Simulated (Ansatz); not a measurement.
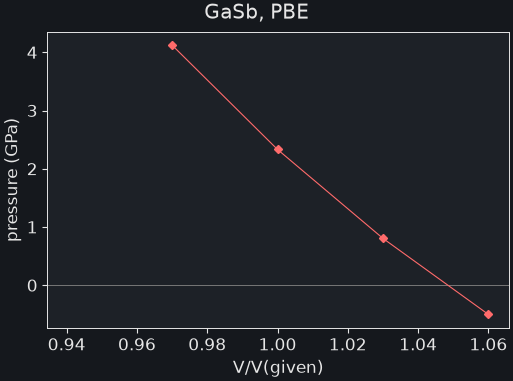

Plotted: pressure against V/V(given) for GaSb, space group F-43m (No. 216).

Cell as given: a = 4.326 Å, b = 4.326 Å, c = 4.326 Å, α = 60.00°, β = 60.00°, γ = 60.00°; 2 atoms.

Computed with Ansatz 0.2.0: periodic Kohn-Sham DFT of a crystal at fixed atoms, scaled to the stated factor times the given cell; pressure positive in compression. Level: PBE.

| setting | value |
| --- | --- |
| method | frozen-core PAW |
| relativity | scalar |
| k mesh | 9×9×9 |
| occupations | Fermi–Dirac |
| smearing width | 0.05 eV |
| wave cutoff | 420 eV |
| PAW set | soft_2 |

V(given) is 28.62 Å³/atom.

The point at V/V(given) 0.941 is left out of the plot. What does the calculation give there?

```tsv
V/V(given)	pressure (GPa)
0.941	6.227
```

Note: no spin-orbit coupling on heavy atoms; small gap, it may come from the mesh.
